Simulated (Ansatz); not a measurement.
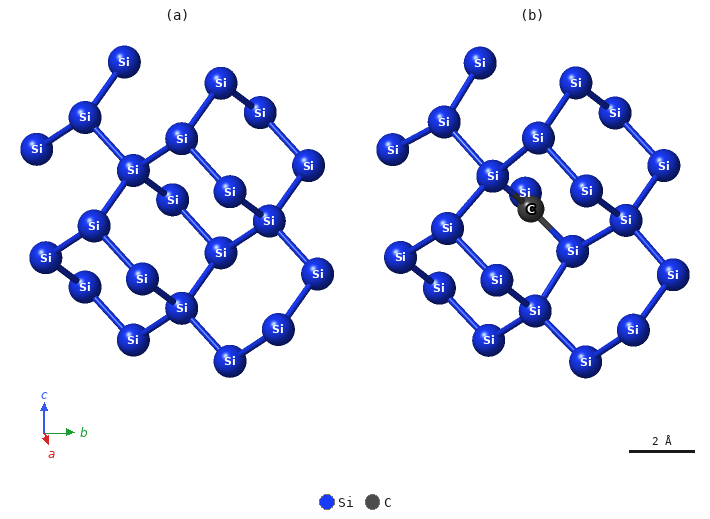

Left: perfect Si. Right: the same region with one point defect, after relaxing the atoms in a supercell of 64 sites. A ball-and-stick model of the atoms within 5.4 Å of one point, in a slice 5.0 Å thick across the line of sight, seen from a free direction.

Method: DFT, PBEsol, PAW, plane waves (Ansatz 0.2.0). (plane-wave cutoff 420 eV; k-point mesh 1 × 1 × 1; mesh shifted by (0.25, 0.25, 0.25); collinear spin) Fermi-Dirac smearing of 0.01 eV. A uniform background neutralises the charged cell. The axes drawn are those of the host's conventional cell.

**Which defect is it?**

An extra carbon atom is put between the host's atoms (an interstitial).

The charge state of the cell is +3.

**What does the relaxation do around it?**

The C atom starts with 10 Si at 2.35 to 2.72 Å around its place and ends with 3 Si at 1.78 to 1.84 Å. Of the host's atoms, a silicon atom moves furthest from its site, by 0.75 Å. The C atom itself moves 1.68 Å from where it was put. The cell's net moment is 1.00 μB.

Limits of the set-up: the cell is charged, on a uniform background, and energies carry no finite-size correction.
